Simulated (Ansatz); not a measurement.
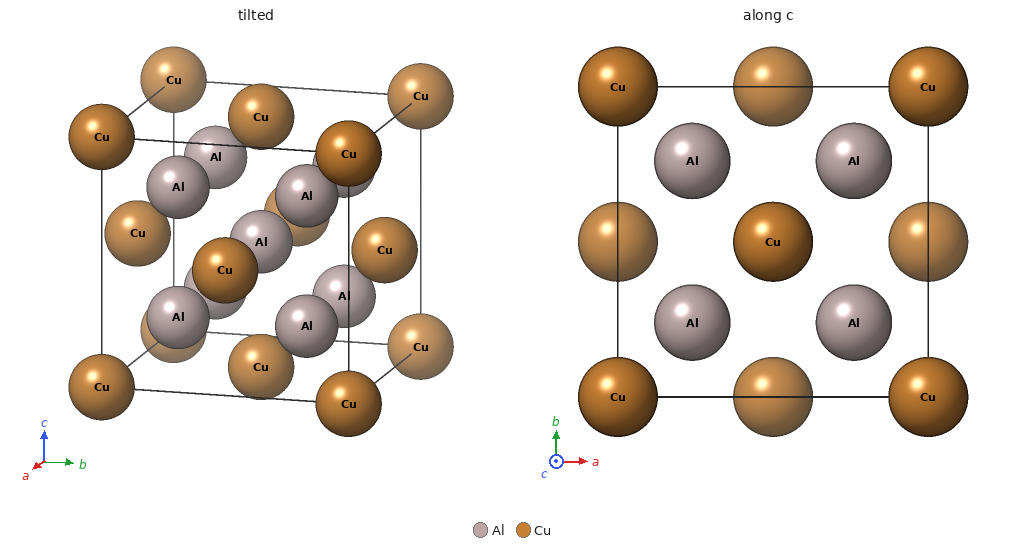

Structure drawing (spheres-only), viewed slightly off an axis and along the c axis. The frame is the simulation cell; atoms at its boundary are shown with their periodic copies.

Give a description of the structure.

- The compound is Al₉Cu₄.
- Within 0.01 Å the space group is Pm-3m (No. 221), primitive cubic.
- One cell contains 9 Al, 4 Cu, 13 atoms in all.

Origin of the cell: a structure listed in the Materials Project, repeated into a supercell with a point defect put in. The cell was then strained or its atoms displaced on purpose. The atoms were relaxed in a fixed cell with DFT PBE, scalar-relativistic, plane waves, PAW in Ansatz 0.2.0.
